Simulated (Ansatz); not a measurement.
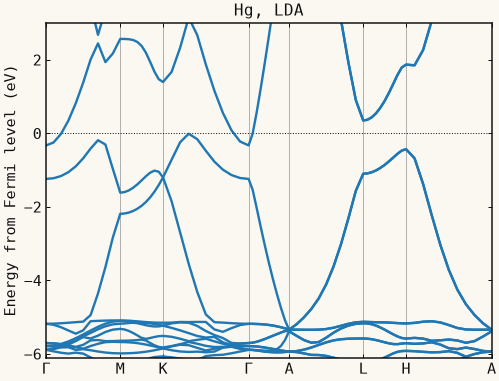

Band structure. Energies are counted from the Fermi level. The path runs straight from each named point to the next.

System: hcp Hg, space group P6_3/mmc, 2 atoms in the cell.

```cif
data_structure
_symmetry_space_group_name_H-M 'P6_3/mmc'
_symmetry_Int_Tables_number 194
_cell_length_a 3.4618
_cell_length_b 3.4618
_cell_length_c 5.4875
_cell_angle_alpha 90.000
_cell_angle_beta 90.000
_cell_angle_gamma 120.000
_cell_volume 56.95
loop_
_atom_site_label
_atom_site_type_symbol
_atom_site_symmetry_multiplicity
_atom_site_Wyckoff_symbol
_atom_site_fract_x
_atom_site_fract_y
_atom_site_fract_z
_atom_site_occupancy
Hg1 Hg 2 c 0.33333 0.66667 0.25000 1
```

Level of theory: LDA, all-electron LAPW, no spin polarisation, no spin-orbit coupling, 9×9×5 k mesh, Fermi-Dirac smearing of 0.05 eV; code Ansatz 0.2.0.

**Does this material conduct, going by its bands?**

A metal: bands cross the Fermi level along this path.

**Which levels at K lie nearest to the Fermi level?**

At K the nearest levels lie 1.20 eV below and 1.40 eV above the Fermi level.

Spin-orbit coupling is left out, which matters for Hg. The cell is at −4 GPa in this functional. Bands are joined in order of energy, so crossings between the computed points show as kinks or gaps.
